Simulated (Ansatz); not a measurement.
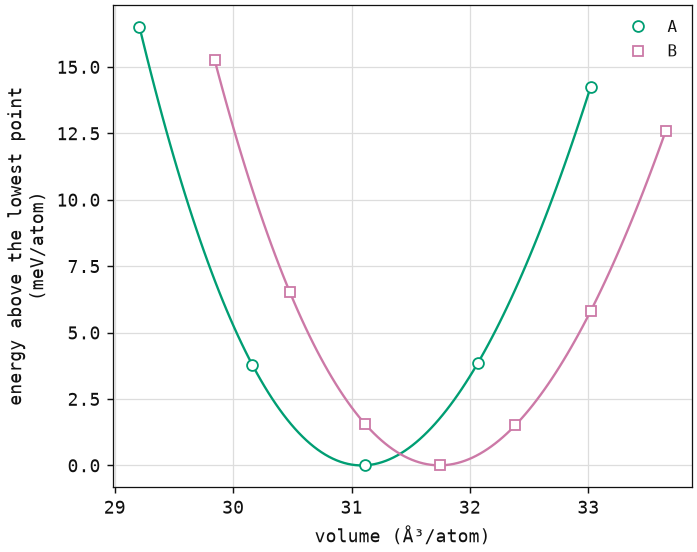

The plot gives the computed energy above the lowest point against volume, with one curve for each functional, for Se (space group Fd-3m). The labels are replaced by letters. In alphabetical order the cases are: PBE; r2SCAN.

Computed with Ansatz 0.2.0 development build: equation of state of a cubic crystal from periodic Kohn-Sham density functional theory without spin, third-order Birch-Murnaghan fit to the free energies; pressure corrected for the finite basis.

structure type diamond; atoms in cell 2; space group number 227; lattice centring face-centred primitive; occupation method Fermi–Dirac; datasets soft-1 PAW; density tolerance 1e−07 eV; bands 20; density cutoff ratio 4; search for lower states default.

> Which letter stands for which functional?

A: r2SCAN; B: PBE.

Limits of the calculation: cubic model structure, not the ambient form; modest k-mesh, values are not fully converged in k (r2SCAN).
